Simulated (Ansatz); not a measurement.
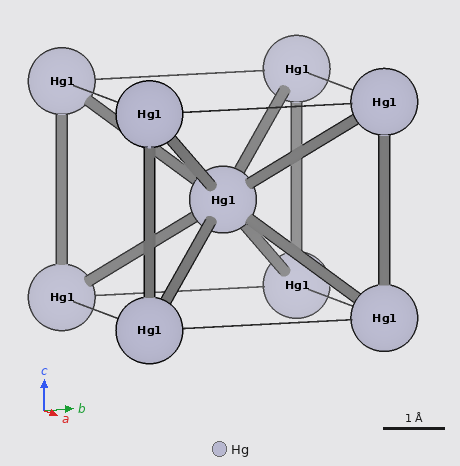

This is a symmetric starting cell of Hg. Style: ball-and-stick. Shown: the conventional cell (2 times the calculation's cell), slightly off an axis. Lengths and directions refer to the drawn axes.

Computed with Ansatz 0.2.0, DFT LDA, scalar-relativistic, plane waves, PAW. Settings: plane-wave cutoff 420 eV; k-point mesh 16 × 16 × 16; occupations gaussian; smearing width 0.1 eV; no spin polarisation.

Change: All lengths are scaled by +4.3 % (volume +13.6 %), the atoms keeping their fractional coordinates. No relaxation follows. The starting cell wasn't computed here and needn't be at equilibrium, so pressure and forces aren't due to the change alone.

The input:
```yaml
crystal:
  lattice:
    - [-2.1594369752, 2.1594369752, 1.8804039069]
    - [2.1594369752, -2.1594369752, 1.8804039069]
    - [2.1594369752, 2.1594369752, -1.8804039069]
  atoms:
    - { symbol: Hg, position: [0.0, 0.0, 0.0] }
basis:
  ecutwfc: 420
kpoints:
  mp_grid: { grid: [16, 16, 16] }
hamiltonian:
  xc: lda
scf:
  occupations: { method: gaussian, width: 0.1 }
output:
  forces: true
  stress: true
  eigenvalues: true
```

Command:
```bash
ansatz run input.yaml --threads 1 --pin off --max-ram 1331MiB --backend cpu --events-out ev --progress --plain --runs-dir out
```

Predict the response.

Answer. The pressure is −4.1 GPa (not all of it need come from the change, since the unchanged cell can be under pressure at this level too). All forces vanish by symmetry. Some distances before and after: Hg–Hg 3.605 → 3.761 Å, Hg–Hg 3.437 → 3.586 Å. The space group stays I4/mmm (No. 139).

Drawn alike, the variant:

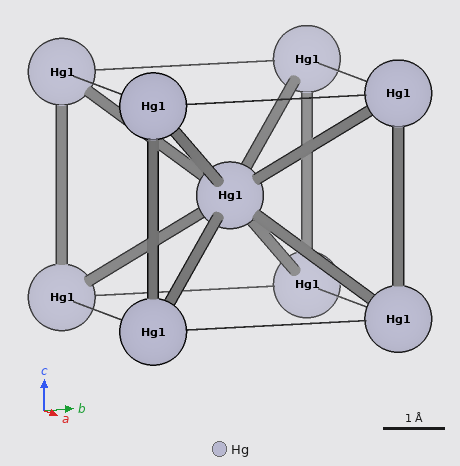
